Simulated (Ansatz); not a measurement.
Ta

The calculation's input:

```
crystal:
  lattice:
    - [-0.4572668781, 1.9079066291, 1.9079066291]
    - [1.9079066291, -0.4572668781, 1.9079066291]
    - [1.9079066291, 1.9079066291, -0.4572668781]
  atoms:
    - { symbol: Ta, position: [0.0, 0.0, 0.0] }
basis:
  ecutwfc: 500
kpoints:
  mp_grid: { grid: [22, 22, 22] }
hamiltonian:
  xc: r2scan
scf:
  occupations: { method: gaussian, width: 0.15 }
output:
  forces: true
  stress: true
  eigenvalues: true
  write_density: true
  write_potential: true
  elf: true
  volumetric_format: npy
```

Command:

```sh
ansatz run input.yaml --threads 1 --pin off --max-ram 2560MiB --backend cpu --events-out ev --progress --plain --runs-dir out
```

Below, planes, directions and counts refer to the conventional cell (a = 3.34 Å, b = 3.34 Å, c = 5.82 Å, α = 90.00°, β = 90.00°, γ = 120.00°).

Space group R-3m; computed pressure about 2 GPa in this cell; computed without spin polarisation.

Computed with Ansatz, DFT r2SCAN, scalar-relativistic, plane waves, PAW.

Predict the valence pseudo-density and electron localisation function between the atoms.

Answer. Ta–Ta (2.74 Å): the density is about 0.4 e/Å³ at the midpoint; the ELF is about 0.40 at the midpoint.

Does the calculation make it a metal, or give it a gap?

Answer. It is metallic or semimetallic at this level of theory: no gap opens.

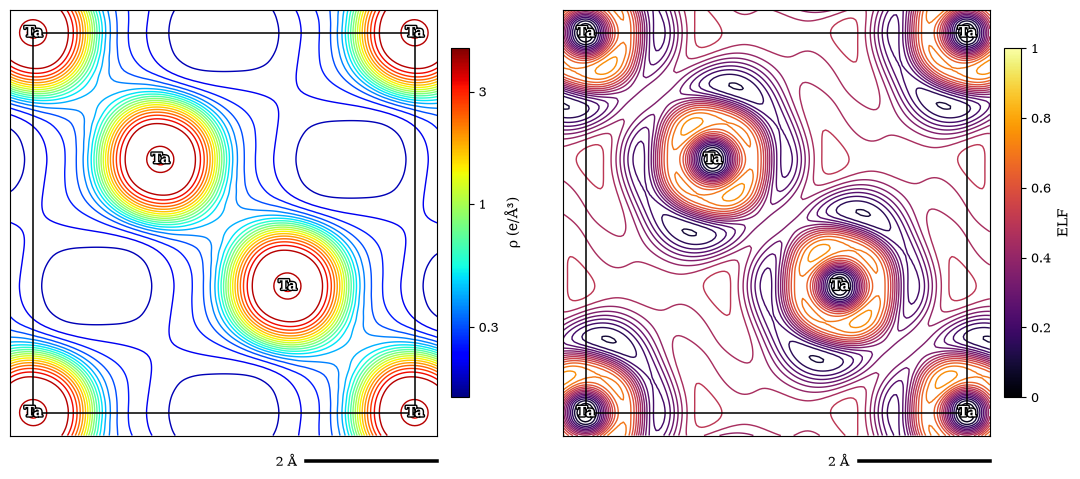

Computed valence pseudo-density and electron localisation function on the (110) plane of the conventional cell, in this order. 
